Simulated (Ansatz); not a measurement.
**AgS2 (1T sheet): Hubbard U and Hund's J by constrained RPA**

Aim: U, U′ and J for the Ag d shell of AgS2 (1T sheet).

Main program and level: Ansatz 0.2.0; non-magnetic PBE, then constrained RPA, plane waves, PAW.

## (1) Set-up

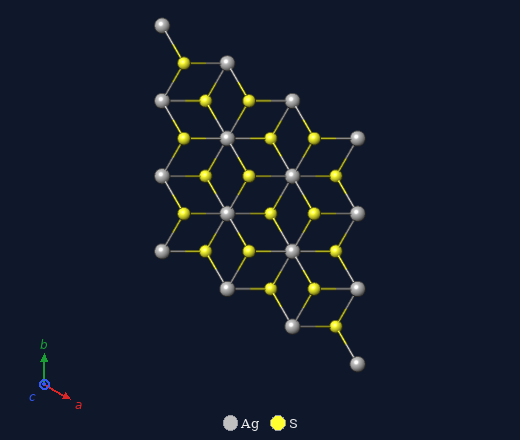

Start, viewed from above; silver light grey, sulfur yellow. 3×3×1 cells are drawn. Some periodic images of atoms are drawn too.

The cell holds 3 atoms: 1 Ag and 2 S. Its edges and angles: a = 3.612 Å, b = 3.612 Å, c = 29.688 Å, α = 90.0°, β = 90.0°, γ = 120.0°. Vacuum lies along c.

The structure was relaxed with PBE. The structure was generated from a model, not taken from a measurement. The runs that relaxed it are not among those shown. The program's search for lower electronic states was switched off, so nothing shows that the state found is the lowest. The default PAW set here is soft_2. Its files were made with PBE. The Coulomb interaction is cut off across the vacuum.

## (2) PBE bands and orbital weights

This step: DFT, PBE, plane waves, PAW.

The input, input.yaml:

```yaml
crystal:
  lattice:
    - [0.0, 2.55439928, 2.55439928]
    - [2.55439928, -2.55439928, 0.0]
    - [17.14028275, 17.14028275, -17.14028275]
  atoms:
    - { symbol: Ag, position: [0.0, 0.0, 0.3190518394] }
    - { symbol: S, position: [0.3333333333, 0.6666666667, 0.364974276] }
    - { symbol: S, position: [0.6666666667, 0.3333333333, 0.2731294028] }
  periodic: [true, true, false]
kpoints:
  mp_grid: { grid: [6, 6, 1] }
  band_path:
    path:
      - [0.0, 0.0, 0.0]
      - [0.5, 0.0, 0.0]
      - [0.33333333, 0.33333333, 0.0]
      - [0.0, 0.0, 0.0]
    npoints: 10
hamiltonian:
  xc: pbe
scf:
  occupations: { method: gaussian, width: 0.08 }
  n_extra_bands: 19
  max_iter: 150
  lower_state_search: "off"
output:
  eigenvalues: true
  forces: true
  stress: true
  fatbands: true
  write_density: true
  write_potential: true
  elf: true
  volumetric_format: npy
```

Command:

```sh
ansatz run input.yaml --threads 8 --pin off --max-ram 14745MiB --backend cpu --events-out ev --progress --plain --runs-dir out
```

Numbers of over 12 decimals in the logs are rounded to 6 here.

The log of the run:

```text
scf.n_extra_bands = 19 over 16 filled bands (N_el = 31.0): the run solves 35 bands
Engine: ansatz 0.2.0, aarch64-unknown-linux-gnu
Pseudopotentials: kind: paw
Pseudopotential: Ag, paw, valence charge 19, recommended cutoff 420 eV (normal), Ag.paw.azcp
Pseudopotential: S, paw, valence charge 6, recommended cutoff 420 eV (normal), S.paw.azcp
Functional definition: PBE
  parameter kappa = 0.804
  parameter beta = 0.066725
  exchange = pbe_x(kappa = kappa, mu = beta*pi^2/3)
  correlation = pbe_c(beta = beta)
Crystal: 3 atoms, lattice volume = 335.519 Å³
Basis set: ecut = 420 eV, 6435 PW (Γ), exchange–correlation on 50×50×400 points (8 copies of the dense FFT grid, shifted against one another)
Bands: 35, of which v1, the nominal top of the filled ones, is band 16 counted from 1 (15 counted from 0)
Symmetry: 12 space group operations
Space group: P-3m1 (ITA 164), of the structure as read, at distance tolerance 6.9e-5 Å
k-points: 7 of 36
Non-local potential: Ag, projectors of the file, l = 0: 3, l = 1: 2, l = 2: 2, l = 3: 1
Non-local potential: S, projectors of the file, l = 0: 2, l = 1: 2, l = 2: 2
PAW form: soft (Blöchl's): semilocal exchange-correlation on the pseudo side does not see the compensation charge
PAW one-centre angular grid: Ag, 590 points (default); XC on 64 Gauss nodes
PAW one-centre angular grid: S, 110 points (default); XC on 64 Gauss nodes
Initial density: superposition of atomic densities (neutral atoms: chi_scale 0, normalization atom), corrected by the library's trained network
Initial wavefunctions: pseudopotential atomic-orbital guess
Functional: x = pbe(κ = 0.804, μ = 0.219515), c = pbe(β = 0.066725)
SCF iter   1: F=—  HF=-9393.059058 eV  |F-HF|=—  |Δ(HF+E_count)|=         —  Δρ=2.79e-3  dr2=1.73e-2  ethr=1.77e-3  ⟨swp⟩=10.3  Hψ=1780  notcnv=0  defer=62
preconditioner: auto → LDOS  [metal: Δε(μ)=0.023 eV  Ē_g=14.078 eV  σ=0.080 eV  W_gap=0.16  n_scr=16 (ndim 8)  ℏωp=9.7 eV  f_vac=0.781  D(μ)=10.55/eV (n_scr^D=100)  β→1.0]
SCF iter   2: F=—  HF=-9393.059069 eV  |F-HF|=—  |Δ(HF+E_count)|=   1.04e-5  Δρ=1.58e-3  dr2=6.19e-3  ethr=5.59e-5  ⟨swp⟩=3.4  Hψ=515  notcnv=0  defer=88
SCF iter   3: F=—  HF=-9393.057916 eV  |F-HF|=—  |Δ(HF+E_count)|=   1.15e-3  Δρ=2.46e-4  dr2=3.16e-4  ethr=2.00e-5  ⟨swp⟩=2.1  Hψ=278  notcnv=0  defer=88
SCF iter   4: F=—  HF=-9393.057968 eV  |F-HF|=—  |Δ(HF+E_count)|=   5.15e-5  Δρ=1.11e-4  dr2=1.88e-4  ethr=1.02e-6  ⟨swp⟩=3.3  Hψ=335  notcnv=0  defer=88
SCF iter   5: F=—  HF=-9393.057948 eV  |F-HF|=—  |Δ(HF+E_count)|=   1.91e-5  Δρ=9.95e-5  dr2=5.29e-5  ethr=6.05e-7  ⟨swp⟩=2.3  Hψ=190  notcnv=0  defer=88
SCF iter   6: F=—  HF=-9393.057921 eV  |F-HF|=—  |Δ(HF+E_count)|=   2.72e-5  Δρ=6.97e-5  dr2=2.78e-5  ethr=1.71e-7  ⟨swp⟩=1.7  Hψ=268  notcnv=0  defer=88
SCF iter   7: F=—  HF=-9393.057923 eV  |F-HF|=—  |Δ(HF+E_count)|=   1.98e-6  Δρ=4.86e-5  dr2=1.30e-5  ethr=8.98e-8  ⟨swp⟩=1.6  Hψ=177  notcnv=0  defer=88
SCF iter   8: F=—  HF=-9393.057930 eV  |F-HF|=—  |Δ(HF+E_count)|=   6.77e-6  Δρ=2.04e-5  dr2=1.75e-6  ethr=4.20e-8  ⟨swp⟩=2.1  Hψ=207  notcnv=0  defer=88
SCF iter   9: F=—  HF=-9393.057932 eV  |F-HF|=—  |Δ(HF+E_count)|=   2.27e-6  Δρ=8.56e-6  dr2=1.89e-7  ethr=5.64e-9  ⟨swp⟩=2.9  Hψ=302  notcnv=0  defer=88
SCF iter  10: F=-9393.057932 eV  HF=-9393.057932 eV  |F-HF|=7.51e-9  |Δ(HF+E_count)|=   2.27e-8  Δρ=1.19e-6  dr2=8.19e-9  ethr=3.23e-10  ⟨swp⟩=27.4  Hψ=2919  notcnv=0
SCF 1 converged in 10 iterations: F = -9393.057932 eV  dr2 = 8.19e-9
  greatest PAW one-centre occupation: 1.001 electrons in one spin orbital (limit 2), on the Ag atom at site 0 (counted from 0), in its partial waves of l = 0
NSCF: frozen V_eff on 31 k-points
SCF converged after 10 iterations
Free energy (F): -9393.057932 eV
Harris-Foulkes:  -9393.057932 eV  (|F-HF|=7.51e-9)
Internal energy: -9393.023225 eV  (E = F + TS)
E sigma→0 (E₀):  -9393.040579 eV
Entropy (-TS):   -0.034707 eV (-11.569 meV/atom)
Fermi energy:    -5.846209 eV
--- Per-component energies (eV) ---
  E_band       = -826.311364
  E_kinetic    = 733.532399
  E_local      = -51664.215948  (includes V_loc(G=0)·N_el)
  E_nonlocal   = 135.821067
  E_hartree    = 25395.313586
  E_xc         = -376.406381
  E_vxc        = -406.203050  (∫ρ·V_xc dr)
  E_paw        = -5099.218353  (= ΣΔE_a)
  E_vpaw       = -415.867850  (= ΣTr[D̂ρ^β])
  E_aug_tail   = 0.000317  (compensation charges beyond the density's cutoff)
  E_ewald      = 21482.150087
  E_smearing   = -0.034707  (= −TS)
  E_closure    = 0.000000  (closes the sum)
  Σ components = -9393.057932   (vs F -9393.057932, Δ=0.00e0)
--- Forces (eV/Å), atoms counted from 1 ---
  atom   1  Ag     0.00000000     0.00000000     0.00000000
  atom   2  S     -0.00936351    -0.00936351     0.00936351
  atom   3  S      0.00936351     0.00936351    -0.00936351
  max |Σ_I F_I| component: 3.47e-18 eV/Å
--- 2D stress c σ (N/m, compression-positive) ---
        0.368762      -0.184381       0.184381
       -0.184381       0.368762       0.184381
        0.184381       0.184381       0.368762
  P = ½ c Tr σ = 0.5531 N/m
--- Band table (eV; the first three rows and the last of 7) ---
  k-point 0: bands = [... 12 lower, -7.0936, -6.4389, -6.4389, -4.9716, -4.9716, -1.0757 (-1.0757°), -0.3805 (-0.3848°), -0.2217 (-0.2219°), ... 15 higher]
  k-point 1: bands = [... 12 lower, -7.2318, -6.8123, -6.6834, -5.9325, -5.1274, -0.3562 (-0.3567°), -0.0318 (-0.0345°), 0.5754, ... 15 higher]
  k-point 2: bands = [... 12 lower, -8.5391, -7.4520, -7.3991, -5.8360, -5.1988, -0.5286, 0.5974 (0.5974°), 1.0482 (1.0473°), ... 15 higher]
  k-point 6: bands = [... 12 lower, -8.5130, -8.3114, -8.3114, -5.8451, -5.8451, 0.2363, 1.9941, 1.9941, ... 15 higher]
  ° read free of the cell's end (the report's vacuum.weakly_bound_levels)
  °? not known for the slab's own: over its row's bound_up_to_ev there, or no deeper under its free states than its continued_xc_part_ev in size
```

It took 3.6 s on 8 threads of Arm Neoverse V2, shared host; peak memory 0.75 GiB; 26 s of CPU time.

The column dr2 measures how far the density is from self-consistency, as an energy; F and HF (Harris–Foulkes) agree once it is small.

Electronic bands along the path, in eV, zero at the Fermi level:

```csv
point,band 12,band 13,band 14,band 15,band 16,band 17,band 18,band 19
Γ,-2.72,-1.25,-0.59,-0.59,0.87,0.87,4.77,5.47
M,-3.96,-3.42,-2.01,-1.96,0.35,0.66,4.87,6.15
K,-4.16,-2.67,-2.47,-2.47,0.00,0.00,6.08,7.84
Γ,-2.72,-1.25,-0.59,-0.59,0.87,0.87,4.77,5.47
```

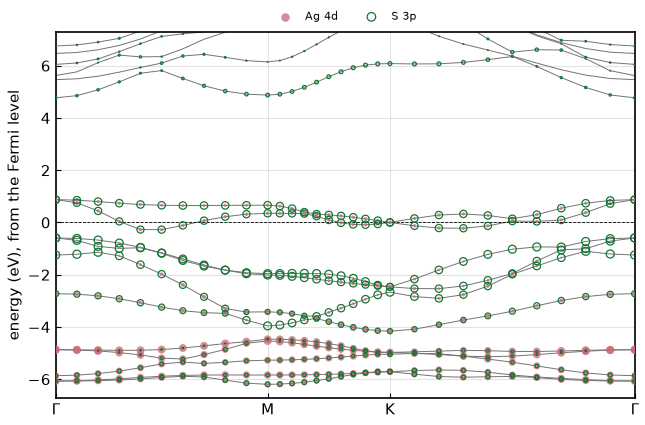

Electronic bands along the path; dots are coloured as in the legend, and their area grows with the weight.

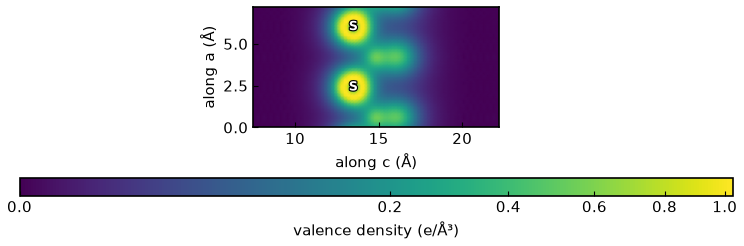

Valence density in the ca plane at fractional y = 0.333, with atoms of S within 0.2 Å of it. It is the smooth field of the valence electrons, not physical close to the nuclei. The colour scale is stretched toward low values. The far vacuum is left out of the map.

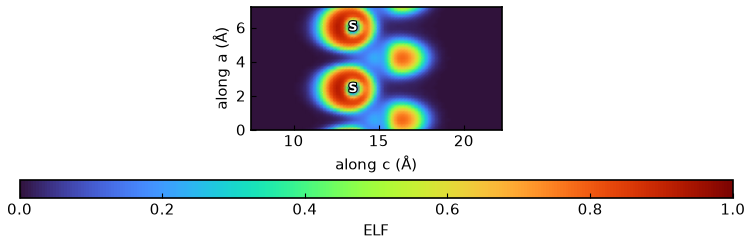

ELF in the ca plane at fractional y = 0.333, with atoms of S within 0.2 Å of it. It is the smooth field of the valence electrons, not physical close to the nuclei. The far vacuum is left out of the map.

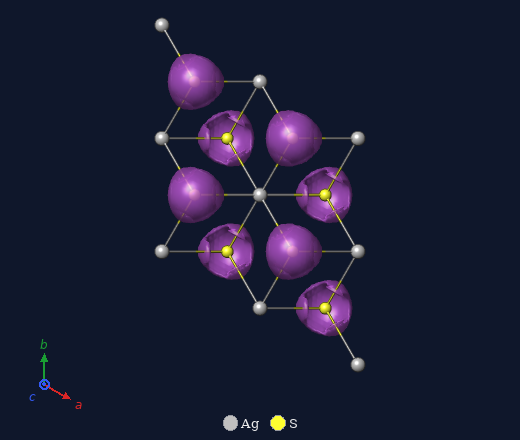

Surface of ELF = 0.84. 2×2×1 cells are drawn.

## (3) Constrained RPA: Ag d + anion p, bands v10 to c1, 6×6×1 mesh, medium accuracy

Constrained RPA screens the interaction with every transition except those inside the target bands, which a later many-body model would treat itself.

This step: constrained RPA on PBE, plane waves, PAW.

input.yaml, the sections that differ from step 2:

```yaml
kpoints:
  mp_grid: { grid: [6, 6, 1] }
output:
  crpa:
    kmesh: [6, 6, 1]
    target_bands: [v10, c1]
    projections: [{ species: Ag, l: d, shell: 4 }, { species: S, l: p, shell: 3 }]
  local_orbitals:
    kmesh: [12, 12, 1]
    orbitals: [{ species: Ag, l: d, shell: 4 }, { species: S, l: p, shell: 3 }]
    window: { bands: [v10, c1] }
    seedname: lo
# crystal, hamiltonian, scf: as in step 2
```

The log of the run:

```text
[...]
Crystal: 3 atoms, lattice volume = 335.519 Å³
Basis set: ecut = 420 eV, 6435 PW (Γ)
Bands: 35, of which v1, the nominal top of the filled ones, is band 16 counted from 1 (15 counted from 0)
[... 1 set-up line as in the run before ...]
[...]
k-points: 7 of 36
[...]
SCF iter   1: F=—  HF=-9393.059082 eV  |F-HF|=—  |Δ(HF+E_count)|=         —  Δρ=2.79e-3  dr2=1.73e-2  ethr=1.77e-3  ⟨swp⟩=10.3  Hψ=1780  notcnv=0  defer=62
[...]
SCF iter  10: F=-9393.057964 eV  HF=-9393.057964 eV  |F-HF|=4.82e-10  |Δ(HF+E_count)|=   9.46e-9  Δρ=1.25e-6  dr2=8.37e-9  ethr=3.23e-10  ⟨swp⟩=17.4  Hψ=1937  notcnv=0
SCF 1 converged in 10 iterations: F = -9393.057964 eV  dr2 = 8.37e-9
[...]
NSCF: frozen V_eff on 22 k-points
[...]
cRPA screening: q 1/36
cRPA screening: q 2/36
cRPA screening: q 6/36 (q-point 3)
cRPA screening: q 10/36 (q-point 4)
cRPA screening: q 12/36 (q-point 8)
cRPA screening: q 14/36 (q-point 9)
cRPA screening: q 18/36 (q-point 10)
cRPA screening: q 22/36 (q-point 11)
cRPA screening: q 26/36 (q-point 12)
cRPA screening: q 28/36 (q-point 15)
cRPA screening: q 30/36 (q-point 16)
cRPA screening: q 34/36 (q-point 17)
cRPA screening: q 36/36 (q-point 22)
SCF converged after 10 iterations
Free energy (F): -9393.057964 eV
[...]
Internal energy: -9393.023257 eV  (E = F + TS)
E sigma→0 (E₀):  -9393.040610 eV
Entropy (-TS):   -0.034707 eV (-11.569 meV/atom)
Fermi energy:    -5.846104 eV
[...]
--- Band table (eV; the first three rows and the last of 7) ---
  k-point 0: bands = [... 12 lower, -7.0935, -6.4388, -6.4388, -4.9715, -4.9715, -1.0741, -0.3824, -0.2217, ... 15 higher]
  k-point 1: bands = [... 12 lower, -7.2317, -6.8122, -6.6833, -5.9324, -5.1273, -0.3546, -0.0323, 0.5710, ... 15 higher]
  k-point 2: bands = [... 12 lower, -8.5390, -7.4519, -7.3990, -5.8359, -5.1987, -0.5284, 0.5984, 1.0495, ... 15 higher]
  k-point 6: bands = [... 12 lower, -8.5129, -8.3113, -8.3113, -5.8450, -5.8450, 0.2364, 1.9945, 1.9945, ... 15 higher]
  the weakly bound empty levels are not read free of the cell's end (no_gap_told)
--- cRPA (band scheme, projected local orbitals): target bands 7..17 (1-based), 11 Wannier function(s), 6×6×1 mesh, 34 bands' worth read of 39 solved, ecut_chi 136.0 eV, v(q+G=0) probe_charge, pair densities all_electron ---
  χ-basis size per q: N_G = 1187..1240
  window electrons = 19.0000, filled by tetrahedron_uncorrected; constrained ε̄⁻¹(q = 0, 0) head = 0.809103; min gauge Gram eig = 0.7087
  Kanamori averages over each shell's own Wannier functions (sites counted from 0, functions from 1):
  Each shell's averages of U are screened by what lies outside the whole window alone: parameters of one model of all the shells.
    Site 0, 4D, 5 of 5 d orbitals (Wannier functions 1, 2, 3, 4, 5; wannier90's mr 1, 2, 3, 4, 5):
      screened: U = 8.3479 eV, U' = 7.2136 eV, J = 0.5650 eV
      screened, to within: U = 1.5e-2 eV, U' = 1.5e-2 eV, J = 8.3e-4 eV
      bare: V = 18.9733 eV, V' = 17.5137 eV, J = 0.7253 eV
    Site 1, 3P, 3 of 3 p orbitals (Wannier functions 6, 7, 8; wannier90's mr 1, 2, 3):
      screened: U = 6.3729 eV, U' = 5.4467 eV, J = 0.4502 eV
      screened, to within: U = 1.3e-2 eV, U' = 1.3e-2 eV, J = 7.1e-4 eV
      bare: V = 12.3062 eV, V' = 10.9306 eV, J = 0.6668 eV
    Site 2, 3P, 3 of 3 p orbitals (Wannier functions 9, 10, 11; wannier90's mr 1, 2, 3):
      screened: U = 6.3729 eV, U' = 5.4467 eV, J = 0.4502 eV
      screened, to within: U = 1.3e-2 eV, U' = 1.3e-2 eV, J = 7.1e-4 eV
      bare: V = 12.3062 eV, V' = 10.9306 eV, J = 0.6668 eV
  Hermiticity witness max|P − P†| over intra, direct and exchange elements: 8.88e-15 eV (screened), 8.88e-16 eV (bare)
  Reality witness max|Im| over intra, direct and exchange elements: 6.76e-12 eV (screened), 1.97e-11 eV (bare)
```

Elapsed: 7 min, on 8 threads; peak memory 3.1 GiB; 53 min of CPU time.

Numbers from this step:

```
U                                                 : 8.348 eV
U prime (inter-orbital)                           : 7.214 eV
J                                                 : 0.5650 eV
bare V                                            : 18.97 eV
bare J                                            : 0.7253 eV
stated bound on U                                 : 0.01473 eV
U over bare V                                     : 0.4400
electrons in the window                           : 19.00
head of the constrained inverse dielectric matrix : 0.8091
least eigenvalue of the projection's overlap      : 0.7087
target functions                                  : 11
bands in the sums                                 : 34
r.m.s. miss of the model bands                    : 3.99e-5 eV
width of the target bands                         : 7.071 eV
weight of the projected orbitals in the window    : 0.9570
```

On the Ag d shell, screening brings the on-site interaction from 19.0 eV down to U = 8.35 eV.

Kanamori averages over each shell's functions. Crpa shells, by row:

```csv
site,element,shell,orbitals,U (eV),U' (eV),J (eV),bare V (eV),bare V' (eV),bare J (eV),bound on U (eV)
1,Ag,4D,5,8.348,7.214,0.565,18.97,17.51,0.7253,0.01473
2,S,3P,3,6.373,5.447,0.4502,12.31,10.93,0.6668,0.0125
3,S,3P,3,6.373,5.447,0.4502,12.31,10.93,0.6668,0.0125
```

Projected local orbitals of the target window. Electronic bands along the path, in eV, zero at the Fermi level; # counts the bands kept:

```csv
point,#6,#7,#8,#9,#10,#11
Γ,-2.72,-1.25,-0.59,-0.59,0.87,0.87
M,-3.96,-3.42,-2.01,-1.96,0.35,0.66
K,-4.16,-2.67,-2.47,-2.47,0.00,0.00
Γ,-2.72,-1.25,-0.59,-0.59,0.87,0.87
```

The same for Kohn-Sham, solved directly:

```csv
point,#6,#7,#8,#9,#10,#11
Γ,-2.72,-1.25,-0.59,-0.59,0.87,0.87
M,-3.96,-3.42,-2.01,-1.96,0.35,0.66
K,-4.16,-2.67,-2.47,-2.47,0.00,0.00
Γ,-2.72,-1.25,-0.59,-0.59,0.87,0.87
```

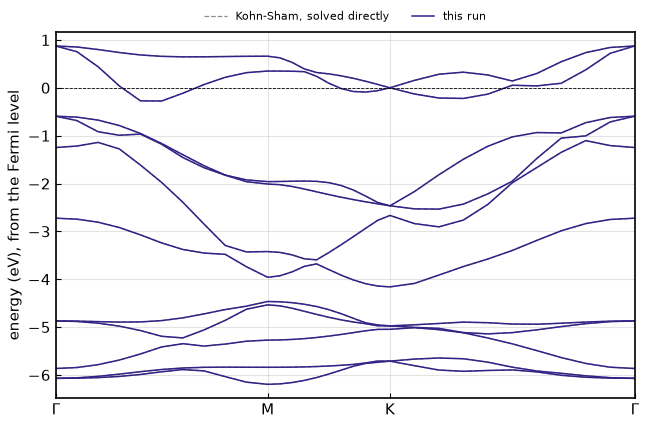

Electronic bands along the path; dashed: Kohn-Sham, solved directly.

Onsite levels, by row:

```csv
orbital,level less Fermi level (eV)
Ag1 dz2,-4.44
Ag1 dxz,-4.78
Ag1 dyz,-4.78
Ag1 dx2-y2,-4.44
Ag1 dxy,-4.78
S2 pz,-2.092
S2 px,-2.092
S2 py,-2.092
S3 pz,-2.092
S3 px,-2.092
S3 py,-2.092
```

Largest distinct elements between sites. Hoppings, by row:

```csv
from,to,cell,distance (Å),t (eV)
S2 pz,Ag1 dz2,1 1 0,2.492,-1.277
S2 py,Ag1 dx2-y2,0 1 0,2.492,-1.106
S2 py,Ag1 dz2,0 1 0,2.492,-0.6384
S3 px,S2 py,1 0 0,3.433,0.5883
Ag1 dxy,S2 py,0 0 0,2.492,-0.5141
S2 px,S2 pz,-1 -1 0,3.612,0.476
S2 py,S3 py,0 1 0,3.433,0.302
S3 px,S3 py,0 -1 0,3.612,-0.2609
S3 pz,S3 pz,-1 0 0,3.612,0.2442
Ag1 dx2-y2,Ag1 dx2-y2,0 1 0,3.612,-0.2042
Ag1 dz2,Ag1 dz2,1 1 0,3.612,-0.1402
Ag1 dyz,Ag1 dyz,-1 0 0,3.612,-0.1179
```

## (4) What came out

| Property | Result |
| --- | --- |
| Ag d + anion p | U 8.35 eV, U′ 7.21 eV, J 0.56 eV, bare V 19.0 eV |
| method | constrained RPA on non-magnetic PBE, 6×6×1 mesh, static; search for lower states off |

**Reading.** For Ag d + anion p, screening cuts the on-site interaction from 18.97 eV to 8.35 eV (44 %), while J goes only from 0.73 eV to 0.56 eV: the monopole is screened far more than the multipoles. U − 2J differs from U′ by +0.004 eV, so the Kanamori relation holds well. The parent state is non-magnetic and the interaction static (zero frequency); U depends on the window and the orbitals, so it belongs to this model alone. The bands cross the Fermi level under this constraint, which need not be the crystal's state: magnetic order, correlation or a lattice distortion may open a gap. A window that holds the anion p bands defines a model with explicit ligands; its U belongs to that model and is not the U of DFT+U.

[Paths, hosts, dates, memory and timing lines, banners, echoed tables and standing remarks are left out of the program output.]

[Logs are printed without paths, hosts, clocks, repeated set-up lines and the standing remarks that a program may print on its own settings, such as how far it seeks lower states.]

[Runs of the session that timed out or met a known fault of the program may be left out.]

[Hosts, paths, dates, database ids (printed as entryN), source tags and the programs' standing remarks are cut or masked in the printed files.]
